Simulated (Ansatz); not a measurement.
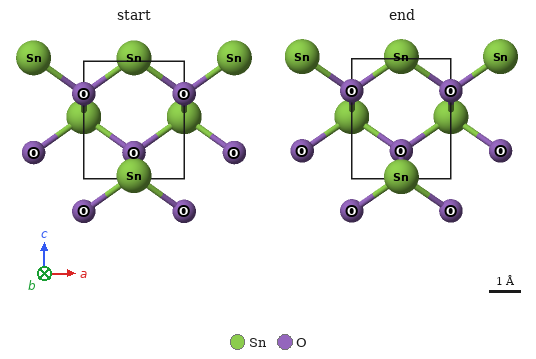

The structure of crystalline SnO (built on the database structure type) before (left) and after (right) a relaxation, at one scale.

A ball-and-stick model of the cell of the calculation, seen along the b axis.

Method: DFT, r2SCAN+rVV10, plane waves, PAW (Ansatz). Set-up: plane-wave cutoff 500 eV; k-point mesh 8 × 4 × 6; occupations fermi dirac; smearing width 0.02 eV; no spin polarisation; cell and atoms relaxed; force threshold 0.005 eV/Å.

Describe what moved and what it gained.

Answer. The largest moves relative to the cell, 0.070 Å, are those of O atoms. By element the largest moves are O 0.070 Å, Sn 0.049 Å. Cell: a 3.346 → 3.303 Å (−1.3 %), b 5.711 → 5.758 Å (+0.8 %), c 3.922 → 4.001 Å (+2.0 %). Volume +1.5 %. Some distances before and after: O–Sn 2.162 → 2.127 Å, O–Sn 2.149 → 2.117 Å. Bond angles that change, for instance: Sn–O–Sn 119.3° → 121.5°. The space group stays Pmn2_1 (No. 31). The energy falls by 8.7 meV per atom in 7 accepted moves (8 points after the start). The largest force component goes from 0.5 to 0.0015 eV/Å. Pressure: −2.71 GPa at the start and 0.00 GPa at the end. The SCF was repeated once at an unchanged geometry on a basis and grid sized afresh for the cell, which shifted the energy by 0.1 meV per atom at most.
